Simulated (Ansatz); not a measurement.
MoS2: single-point calculation (part 2 of 2)

The same run, continued: MoS2 (P6₃/mmc, 6 atoms in the cell); DFT, HSE06, plane waves, PAW, no spin polarisation (Ansatz 0.2.0); cutoff 420 eV, 6×6×2 k-mesh, fixed occupations. The structure derives from an entry of the Crystallography Open Database. The geometry comes from this level: r2scan-rvv10.

Geometry of the input (Å; fractional positions):
```
3.1730  0.0000  0.0000
-1.5865  2.7479  0.0000
0.0000  0.0000  12.4359
Mo 0.3333  0.6667  0.2500
Mo 0.6667  0.3333  0.7500
S  0.3333  0.6667  0.6249
S  0.6667  0.3333  0.1249
S  0.3333  0.6667  0.8751
S  0.6667  0.3333  0.3751
```

File bands.tsv, continued
```
# largest_residual_norms_ev = 4.270e-5 4.551e-5 1.368e-4 1.345e-4 1.125e-4 1.130e-4 1.117e-4 1.116e-4 3.986e-4 3.867e-4 6.354e-4 6.362e-4 4.355e-4 5.247e-4 1.074e-3 7.666e-4 8.017e-4 7.486e-4 1.033e-3 1.067e-3 1.476e-3 9.841e-4 9.857e-4 9.856e-4 2.160e-3 1.637e-3 1.816e-3 1.817e-3 2.076e-3 2.077e-3 1.735e-3
0.000000	-65.537562	-65.537559	-38.276483	-38.276302	-38.017799	-38.017799	-38.017777	-38.017777	-16.574399	-16.321390	-15.183568	-14.758168	-7.647667	-6.612491	-3.810042	-3.750425	-3.750425	-3.736678	-3.736678	-2.420910	-2.420910	-2.375425	-2.375425	-1.485110	-1.183907	0.000000	2.828512	2.828512	2.854452	2.854452	3.010213
1.143264	-65.490398	-65.490388	-38.484366	-38.484245	-38.182141	-38.181938	-38.125931	-38.125884	-14.395338	-14.292305	-14.202324	-14.109484	-7.419975	-7.125379	-6.280610	-6.038967	-5.726037	-5.071623	-4.351061	-4.274667	-3.037617	-2.820155	-1.974209	-1.794734	-1.561533	-1.434034	2.223079	2.269956	2.683363	2.934214	3.727865
1.803328	-65.484518	-65.484518	-38.360097	-38.360097	-38.323893	-38.323856	-38.170551	-38.170551	-14.040642	-14.040642	-13.977840	-13.977840	-6.903229	-6.750381	-6.033230	-6.033230	-5.423194	-5.183236	-4.779258	-4.779258	-4.185943	-4.185943	-3.086397	-3.086397	-0.765901	-0.615093	1.476849	1.476849	2.664699	3.651125	3.651125
3.147409	-65.537561	-65.537561	-38.276403	-38.276403	-38.017793	-38.017793	-38.017793	-38.017793	-16.463860	-16.463860	-14.957365	-14.957365	-7.203146	-7.203146	-3.743650	-3.743650	-3.743650	-3.743650	-2.854158	-2.854158	-2.398170	-2.398170	-2.398170	-2.398170	-0.310761	-0.310761	2.833722	2.833722	2.833722	2.833722	3.103971
4.290673	-65.490393	-65.490393	-38.484301	-38.484301	-38.182037	-38.182037	-38.125909	-38.125909	-14.356041	-14.356041	-14.143673	-14.143673	-7.281315	-7.281315	-6.226690	-6.226690	-5.319384	-5.319384	-4.313936	-4.313936	-2.943659	-2.943659	-1.884214	-1.884214	-1.490169	-1.490169	2.244579	2.244579	2.818350	2.818350	4.076520
4.950737	-65.484519	-65.484519	-38.360106	-38.360106	-38.323883	-38.323883	-38.170564	-38.170564	-14.040573	-14.040573	-13.977920	-13.977920	-6.832344	-6.832344	-6.002511	-6.002511	-5.298019	-5.298019	-4.969782	-4.969782	-3.871527	-3.871527	-3.250025	-3.250025	-0.696736	-0.696736	1.477727	1.477727	3.129540	3.129540	3.688323
5.619127	-65.505513	-65.505503	-38.311221	-38.311197	-38.212627	-38.212425	-38.119873	-38.119839	-15.242993	-15.032613	-14.579235	-14.314577	-6.664892	-6.149807	-5.235573	-5.189613	-4.970472	-4.901900	-4.713990	-4.087297	-3.071727	-3.051440	-2.098540	-1.938174	-1.663233	-1.636745	1.490617	2.277467	2.409111	2.609414	2.818864
```

File rho_z.tsv
```
# z_ang	rho[e/angstrom^3]
# format = ansatz-planar-average/11
# lattice	3.173019494	-0.000000000	0.000000000
# lattice	-1.586509747	2.747915489	0.000000000
# lattice	0.000000000	0.000000000	12.435905694
# sites	6
# site	42	0.000000000	1.831943659	3.108976423
# site	42	1.586509747	0.915971830	9.326929270
# site	16	0.000000000	1.831943659	7.771204169
# site	16	1.586509747	0.915971830	1.553251322
# site	16	0.000000000	1.831943659	10.882654372
# site	16	1.586509747	0.915971830	4.664701525
0.000000	4.278908e-2
0.138177	4.702643e-2
0.276353	6.032430e-2
0.414530	8.457023e-2
0.552707	1.224050e-1
0.690884	1.758015e-1
0.829060	2.421073e-1
0.967237	3.108296e-1
1.105414	3.669385e-1
1.243591	4.011489e-1
1.381767	4.187935e-1
1.519944	4.347919e-1
1.658121	4.589682e-1
1.796297	4.861812e-1
1.934474	5.035366e-1
2.072651	5.061495e-1
2.210828	5.102187e-1
2.349004	5.541001e-1
2.487181	6.696715e-1
2.625358	8.511772e-1
2.763535	1.052380e0
2.901711	1.213485e0
3.039888	1.298270e0
3.178065	1.298270e0
3.316242	1.213485e0
3.454418	1.052380e0
3.592595	8.511772e-1
3.730772	6.696715e-1
3.868948	5.541001e-1
4.007125	5.102187e-1
4.145302	5.061495e-1
4.283479	5.035366e-1
4.421655	4.861812e-1
4.559832	4.589682e-1
4.698009	4.347919e-1
4.836186	4.187935e-1
4.974362	4.011489e-1
5.112539	3.669385e-1
5.250716	3.108296e-1
5.388892	2.421073e-1
5.527069	1.758015e-1
5.665246	1.224050e-1
5.803423	8.457023e-2
5.941599	6.032430e-2
6.079776	4.702643e-2
6.217953	4.278908e-2
6.356130	4.702643e-2
6.494306	6.032430e-2
6.632483	8.457023e-2
6.770660	1.224050e-1
6.908836	1.758015e-1
7.047013	2.421073e-1
7.185190	3.108296e-1
7.323367	3.669385e-1
7.461543	4.011489e-1
7.599720	4.187935e-1
7.737897	4.347919e-1
7.876074	4.589682e-1
8.014250	4.861812e-1
8.152427	5.035366e-1
8.290604	5.061495e-1
8.428781	5.102187e-1
8.566957	5.541001e-1
8.705134	6.696715e-1
8.843311	8.511772e-1
8.981487	1.052380e0
9.119664	1.213485e0
9.257841	1.298270e0
9.396018	1.298270e0
9.534194	1.213485e0
9.672371	1.052380e0
9.810548	8.511772e-1
9.948725	6.696715e-1
10.086901	5.541001e-1
10.225078	5.102187e-1
10.363255	5.061495e-1
10.501431	5.035366e-1
10.639608	4.861812e-1
10.777785	4.589682e-1
10.915962	4.347919e-1
11.054138	4.187935e-1
11.192315	4.011489e-1
11.330492	3.669385e-1
11.468669	3.108296e-1
11.606845	2.421073e-1
11.745022	1.758015e-1
11.883199	1.224050e-1
12.021376	8.457023e-2
12.159552	6.032430e-2
12.297729	4.702643e-2
```

File v_z.tsv
```
# z_ang	v_es[eV]	v_tot[eV]
# format = ansatz-planar-average/11
# xc	hse06
# density_cutoff_ev	1680
# datasets	Mo=:simpson_from_first_knot:soft:fock:shift=0	S=:simpson_from_first_knot:soft:fock:shift=0
# lattice	3.173019494	-0.000000000	0.000000000
# lattice	-1.586509747	2.747915489	0.000000000
# lattice	0.000000000	0.000000000	12.435905694
# sites	6
# site	42	0.000000000	1.831943659	3.108976423
# site	42	1.586509747	0.915971830	9.326929270
# site	16	0.000000000	1.831943659	7.771204169
# site	16	1.586509747	0.915971830	1.553251322
# site	16	0.000000000	1.831943659	10.882654372
# site	16	1.586509747	0.915971830	4.664701525
0.000000	1.530942e1	1.071499e1
0.138177	1.523421e1	1.051538e1
0.276353	1.499421e1	9.923693e0
0.414530	1.454183e1	9.011709e0
0.552707	1.379443e1	7.706291e0
0.690884	1.256843e1	5.796498e0
0.829060	1.060673e1	3.123256e0
0.967237	8.090453e0	-5.465966e-2
1.105414	5.694418e0	-3.055200e0
1.243591	3.977159e0	-5.367707e0
1.381767	2.969962e0	-6.899218e0
1.519944	2.442441e0	-7.782148e0
1.658121	2.225641e0	-8.143937e0
1.796297	2.277932e0	-8.044529e0
1.934474	2.672651e0	-7.496684e0
2.072651	3.370501e0	-6.688959e0
2.210828	3.766321e0	-6.308732e0
2.349004	3.002175e0	-7.197914e0
2.487181	8.351474e-1	-9.604180e0
2.625358	-2.106847e0	-1.286232e1
2.763535	-4.992051e0	-1.606618e1
2.901711	-7.237417e0	-1.856013e1
3.039888	-8.456813e0	-1.992154e1
3.178065	-8.456813e0	-1.992154e1
3.316242	-7.237417e0	-1.856013e1
3.454418	-4.992051e0	-1.606618e1
3.592595	-2.106847e0	-1.286232e1
3.730772	8.351474e-1	-9.604180e0
3.868948	3.002175e0	-7.197914e0
4.007125	3.766321e0	-6.308732e0
4.145302	3.370501e0	-6.688959e0
4.283479	2.672651e0	-7.496684e0
4.421655	2.277932e0	-8.044529e0
4.559832	2.225641e0	-8.143937e0
4.698009	2.442441e0	-7.782148e0
4.836186	2.969962e0	-6.899218e0
4.974362	3.977159e0	-5.367707e0
5.112539	5.694418e0	-3.055200e0
5.250716	8.090453e0	-5.465966e-2
5.388892	1.060673e1	3.123256e0
5.527069	1.256843e1	5.796498e0
5.665246	1.379443e1	7.706291e0
5.803423	1.454183e1	9.011709e0
5.941599	1.499421e1	9.923693e0
6.079776	1.523421e1	1.051538e1
6.217953	1.530942e1	1.071499e1
6.356130	1.523421e1	1.051538e1
6.494306	1.499421e1	9.923693e0
6.632483	1.454183e1	9.011709e0
6.770660	1.379443e1	7.706291e0
6.908836	1.256843e1	5.796498e0
7.047013	1.060673e1	3.123256e0
7.185190	8.090453e0	-5.465966e-2
7.323367	5.694418e0	-3.055200e0
7.461543	3.977159e0	-5.367707e0
7.599720	2.969962e0	-6.899218e0
7.737897	2.442441e0	-7.782148e0
7.876074	2.225641e0	-8.143937e0
8.014250	2.277932e0	-8.044529e0
8.152427	2.672651e0	-7.496684e0
8.290604	3.370501e0	-6.688959e0
8.428781	3.766321e0	-6.308732e0
8.566957	3.002175e0	-7.197914e0
8.705134	8.351474e-1	-9.604180e0
8.843311	-2.106847e0	-1.286232e1
8.981487	-4.992051e0	-1.606618e1
9.119664	-7.237417e0	-1.856013e1
9.257841	-8.456813e0	-1.992154e1
9.396018	-8.456813e0	-1.992154e1
9.534194	-7.237417e0	-1.856013e1
9.672371	-4.992051e0	-1.606618e1
9.810548	-2.106847e0	-1.286232e1
9.948725	8.351474e-1	-9.604180e0
10.086901	3.002175e0	-7.197914e0
10.225078	3.766321e0	-6.308732e0
10.363255	3.370501e0	-6.688959e0
10.501431	2.672651e0	-7.496684e0
10.639608	2.277932e0	-8.044529e0
10.777785	2.225641e0	-8.143937e0
10.915962	2.442441e0	-7.782148e0
11.054138	2.969962e0	-6.899218e0
11.192315	3.977159e0	-5.367707e0
11.330492	5.694418e0	-3.055200e0
11.468669	8.090453e0	-5.465966e-2
11.606845	1.060673e1	3.123256e0
11.745022	1.256843e1	5.796498e0
11.883199	1.379443e1	7.706291e0
12.021376	1.454183e1	9.011709e0
12.159552	1.499421e1	9.923693e0
12.297729	1.523421e1	1.051538e1
```

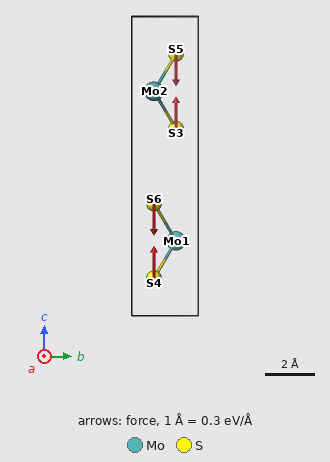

Fig. 1: Forces on the atoms as red arrows (ball-and-stick view of the cell of the calculation, along the a axis; atoms are numbered from 1 in the order of the input). The largest act on all 4 S atoms (0.41 eV/Å). The geometry is not a stationary point of this energy.

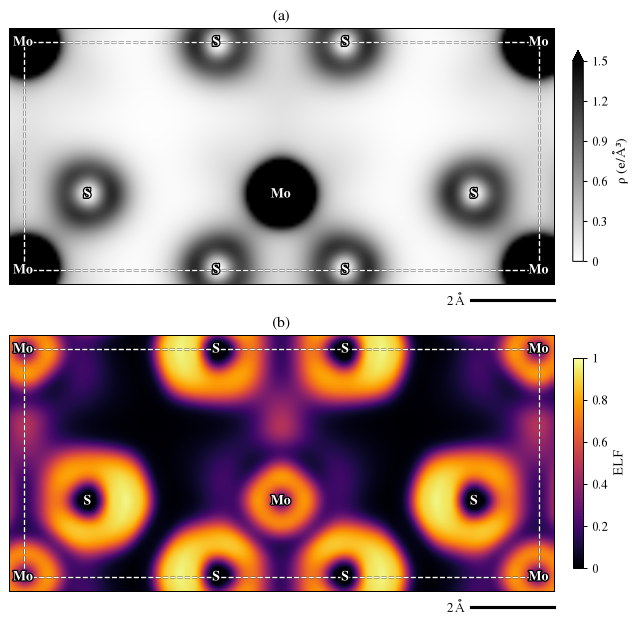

Fig. 2: (a) valence electron density; (b) ELF on the (110) plane of the conventional cell. The plane passes through Mo and S nuclei. Mo–S (2.40 Å): ρ at the midpoint is about 0.62 e/Å³; the ELF is about 0.50 at the midpoint. Away from the nuclei the density in this plane falls to 0.01 e/Å³ at its lowest. The strong features right at Mo lie inside the PAW spheres (semicore, d or f shells) and say nothing about bonding. The fields are those of the smooth PAW valence density.

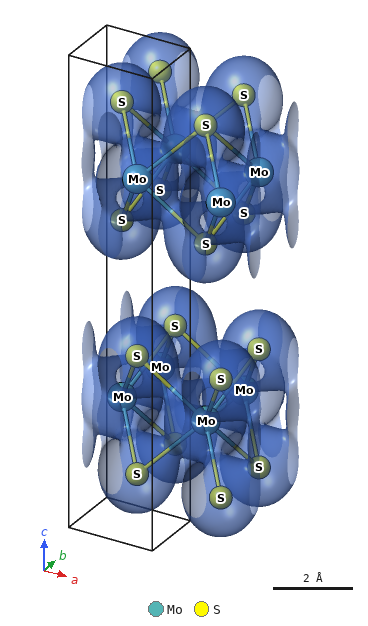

Fig. 3: Isosurface of the valence electron density at 0.5 e/Å³ (blue), seen slightly off an axis. Sticks mark near contacts. The outline is the cell set on symmetry axes. At this value the density is joined into sheets; it holds about 70 % of the electrons treated as valence (semicore included). On the grid the lowest density along these lines, outside the cores, is 0.62 e/Å³ (Mo–S, 2.40 Å).

Summary

- outcome: converged
- space group (tolerance 0.01 Å): P6₃/mmc (194)
- electrons treated: 52
- free energy: −13531.5947 eV
- Fermi energy: 10.327 eV
- gap on the k-point mesh: 1.48 eV
- pressure: −2.37 GPa
- largest force (length of the vector): 0.406 eV/Å
- wall time: 52 s (CPU time 3.2 min)
- peak memory: 1.7 GiB

Notes

The program warns: the exchange loop's threshold is looser than advised for the stress; the SCF threshold is looser than advised for the printed stress.
